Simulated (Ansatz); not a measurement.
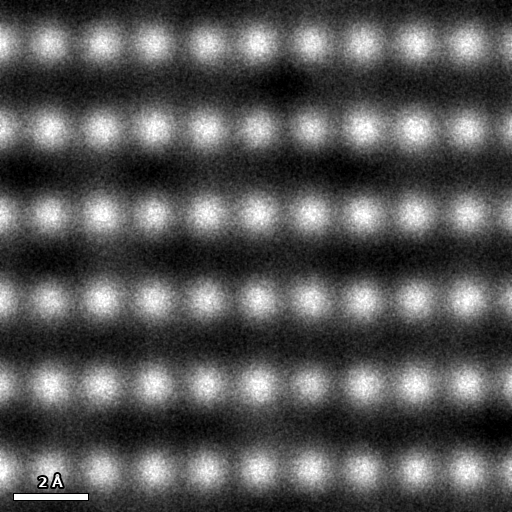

Integrated-DPC-like image of W (Fm-3m, No. 225). Simulated as the projected potential of neutral atoms (B = 0.5 Å²) blurred by a 0.71 Å probe, the thin-sample limit of integrated differential phase contrast. Shot noise and the speckle of an amorphous layer were added. Atomic positions: a calculation's starting geometry; the starting structure was generated, so it need not be a known form of this composition.

```
CELL_PARAMETERS angstrom
4.04039 0.00000 0.00000
0.00000 4.04039 0.00000
0.00000 0.00000 4.04039
ATOMIC_POSITIONS crystal
W 0.00000 0.00000 0.00000
W 0.00000 0.50000 0.50000
W 0.50000 0.00000 0.50000
W 0.50000 0.50000 0.00000
```

> Which beam direction gives this image, [111], [110], [211] or [210]? (Directions equivalent by symmetry count as one.)

[211]. The projected cells are 1.65 × 1.65 Å, 120° for [111]; 2.47 × 2.47 Å, 109° for [110]; 1.43 × 2.33 Å, 90° for [211]; 0.90 × 2.02 Å, 90° for [210], and the image repeats as the [211] one does.
